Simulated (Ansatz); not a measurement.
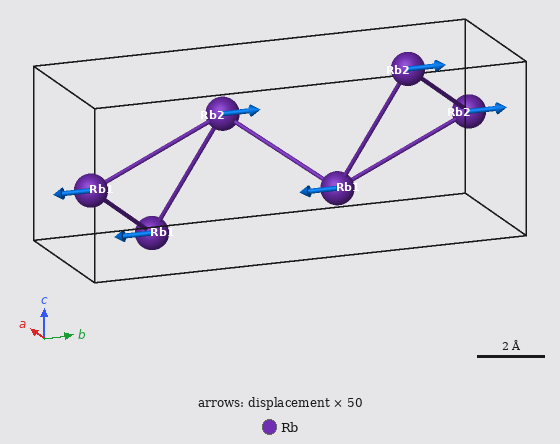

This is a relaxation of a crystal of Rb (built on the Ga_63 type). The starting structure is drawn; blue arrows show the displacements (the part carried along by the change of the cell is left out), magnified 50 times.

Style: ball-and-stick. Shown: the conventional cell (2 times the calculation's cell), from a free direction. Lengths and directions refer to the drawn axes.

Case: Ga type (Cmcm, No. 63).

Computed with DFT PBE, scalar-relativistic, plane waves, PAW (Ansatz).

The input:
```yaml
crystal:
  lattice:
    - [2.477175397, -6.9446330958, 0.0]
    - [2.477175397, 6.9446330958, 0.0]
    - [0.0, 0.0, 5.415617937]
  atoms:
    - { symbol: Rb, position: [0.867, 0.133, 0.25] }
    - { symbol: Rb, position: [0.133, 0.867, 0.75] }
basis:
  ecutwfc: 420
kpoints:
  mp_grid: { grid: [12, 12, 10] }
hamiltonian:
  xc: pbe
scf:
  occupations: { method: gaussian, width: 0.1 }
output:
  forces: true
  stress: true
  eigenvalues: true
relax:
  adjacent_minimum: "off"
  f_tol: 0.01
  max_steps: 80
  cell: { stress_tol: 0.05 }
```

Describe the change and its energy.

The energy falls by 15.2 meV per atom in 8 accepted moves (9 points after the start). Largest force component: 0.02 eV/Å at the start, 0.00014 eV/Å at the end. Pressure: 0.06 GPa at the start and 0.01 GPa at the end. The SCF was repeated once at an unchanged geometry on a basis and grid sized afresh for the cell, which shifted the energy by less than 0.05 meV per atom at most. The largest moves relative to the cell, 0.024 Å, are those of Rb1 and Rb2. Rb1 goes along −b. The drawn cell changes as follows: a 4.954 → 4.759 Å (−4.0 %), b 13.889 → 15.976 Å (+15.0 %), c 5.416 → 4.931 Å (−9.0 %); the volume changes by +0.6 %. Near-neighbour distances that change, for instance: Rb1–Rb1 5.416 → 4.931 Å, Rb1–Rb2 4.581 → 4.871 Å, Rb1–Rb2 (another image) 4.902 → 5.107 Å, Rb1–Rb1 (another image) 4.954 → 4.759 Å. The space group stays Cmcm (No. 63). The run took about 4 core-minutes on a shared host.
